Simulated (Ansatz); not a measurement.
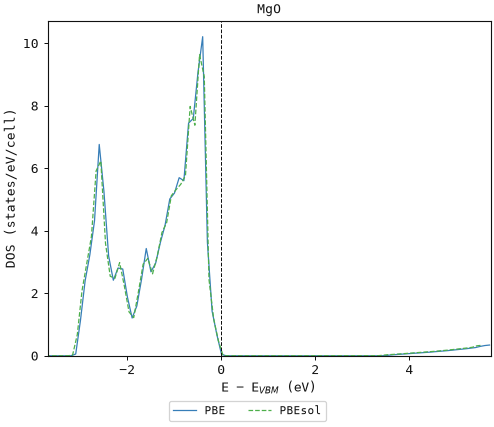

Total densities of states of MgO, space group P6_3mc, 4 atoms in the cell, by two methods on the same cell. Each is counted from its own valence-band top.

### What changes from one method to the other?

PBE gives a gap of 3.41 eV and PBEsol gives a gap of 3.28 eV.

Settings. PBE: DFT PBE, scalar-relativistic, plane waves, PAW, no spin polarisation, 12×12×6 k mesh, 420 eV cutoff, Gaussian smearing of 0.02 eV (Ansatz). PBEsol: DFT PBEsol, scalar-relativistic, plane waves, PAW, no spin polarisation, 12×12×6 k mesh, 420 eV cutoff, Gaussian smearing of 0.02 eV (Ansatz 0.2.0).
